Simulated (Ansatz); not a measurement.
SnO (slab)

Input

```
crystal:
  lattice:
    - [3.8970639245, 5.3887e-06, 0.0]
    - [-5.3328e-06, 3.8206509064, 0.0]
    - [0.0, 0.0, 30.6344298628]
  atoms:
    - { symbol: Sn, position: [0.9998505514, 0.9998505514, 0.4614165619] }
    - { symbol: O, position: [0.9998515524, 0.4998510996, 0.5000006571] }
    - { symbol: O, position: [0.4998510996, 0.9998515524, 0.5000006571] }
    - { symbol: Sn, position: [0.4998494504, 0.4998494504, 0.5385847822] }
  periodic: [true, true, false]
basis:
  ecutwfc: 420
kpoints:
  mp_grid: { grid: [6, 6, 1] }
  band_path:
    path:
      - [0, 0, 0]
      - [0.5, 0, 0]
      - [0.5, 0.5, 0]
      - [0, 0.5, 0]
      - [0, 0, 0]
      - [0.5, 0.5, 0]
    npoints: 8
hamiltonian:
  xc: pbe
  dispersion: d3bj
scf:
  occupations: { method: gaussian, width: 0.02 }
output:
  forces: true
  stress: true
  eigenvalues: true
  write_density: true
  write_potential: true
  elf: true
  volumetric_format: npy
relax:
  adjacent_minimum: "off"
  f_tol: 0.01
  max_steps: 40
```

Run with:

```sh
ansatz run input.yaml --threads 2 --pin off --max-ram 5120MiB --backend cpu --events-out ev --progress --plain --runs-dir out
```

Changed on purpose from its base cell (strain along x +0.020, atoms relaxed).

These are results of DFT PBE+D3(BJ), scalar-relativistic, plane waves, PAW (Ansatz), not measurements.

In a PAW calculation such maps are meaningful between the atoms, not at the nuclei.

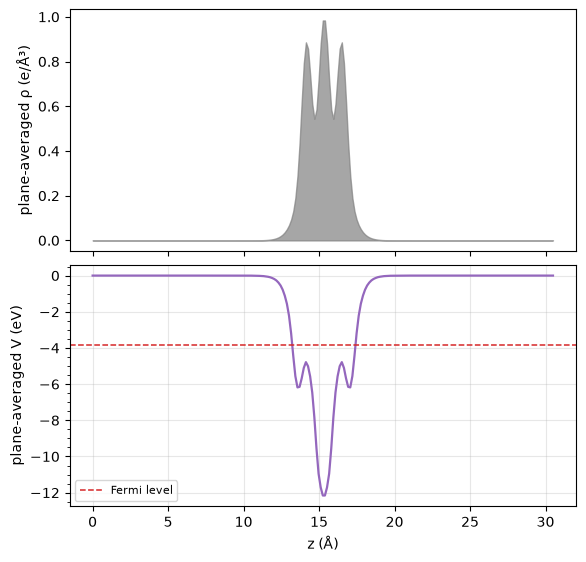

Figure 1. Plane average of the electrostatic potential (local pseudopotential plus Hartree) felt by an electron and of the valence charge density (pseudo) across the slab.

Question: How far above the Fermi level of the calculation is the vacuum level?

Answer: 3.8 eV. The slab has a gap, so the Fermi level lies inside it and this isn't a work function in the metallic sense.

Question: How thick is the slab, and how wide the vacuum?

Answer: The outermost nuclei are 2.3 Å apart, in 3 atomic planes; the vacuum between periodic images is 28.3 Å wide.

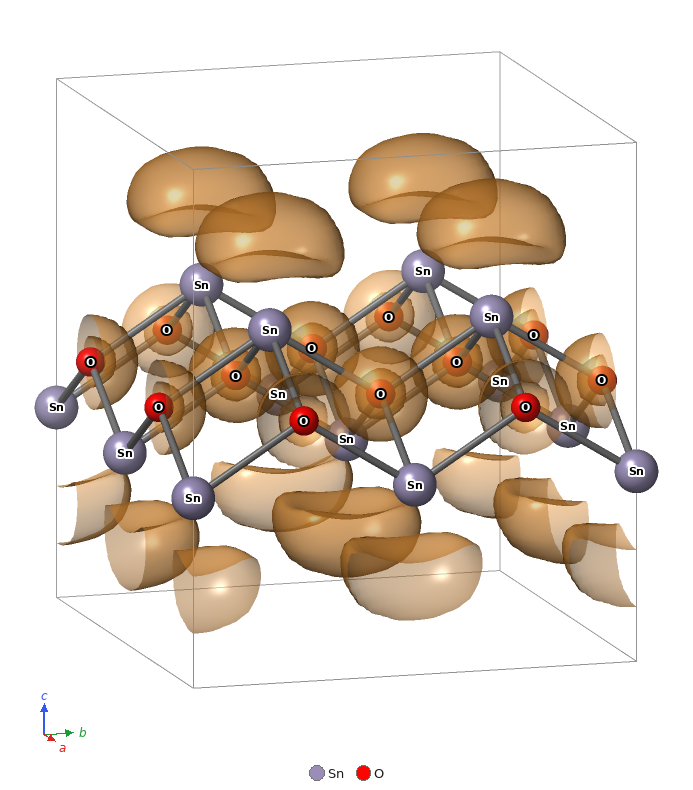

Figure 2. Isosurface of the ELF at 0.75 (orange), seen slightly off an axis. Only the valence region is drawn (cores and ρ < 0.01 e/Å³ removed). Sticks mark near contacts.

Question: Describe the localisation domains.

Answer: At this value the surface marks out two lobes on Sn, pointing away from the bonds (lone pairs) and two regions wrapped around O (the valence shell of each), counted in one cell of 4 atoms. Counts are for one cell; the picture repeats the cell along the surface. Profiles from the grid: Sn–O (2.25 Å): the ELF peaks at about 0.85 in the valence shell of O, 0.6 Å from its nucleus, and is about 0.20 at the midpoint: no shared electron pair shows on this line.

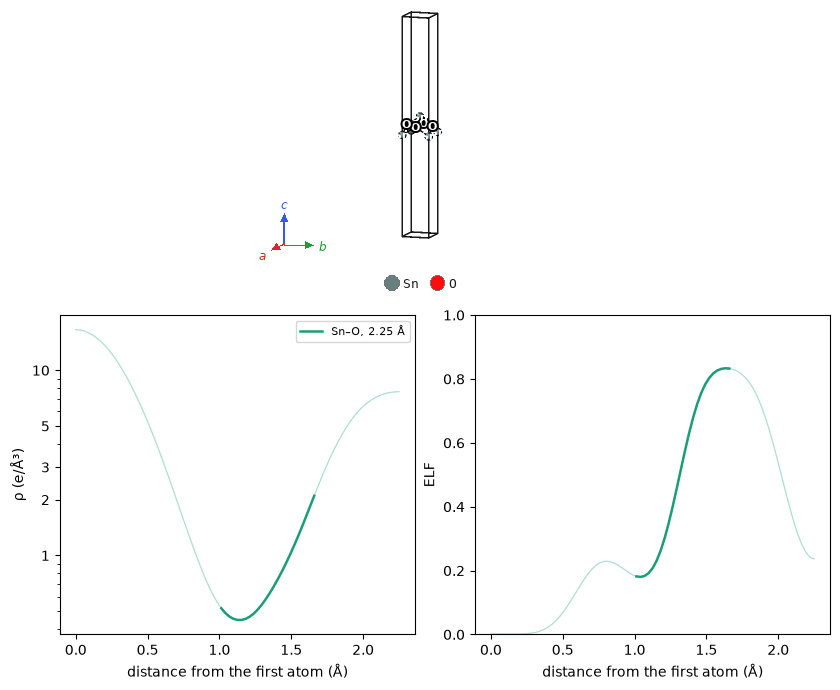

Figure 3. Valence electron density and electron localisation function along straight lines between neighbouring atoms. Thin, pale parts lie inside the atomic spheres. The structure is drawn too.

Question: What can be read from the curves?

Answer: Sn–O (2.25 Å): ρ is about 0.45 e/Å³ halfway; the ELF peaks at about 0.85 in the valence shell of O, 0.6 Å from its nucleus, and is about 0.20 at the midpoint (no shared electron pair shows on this line).
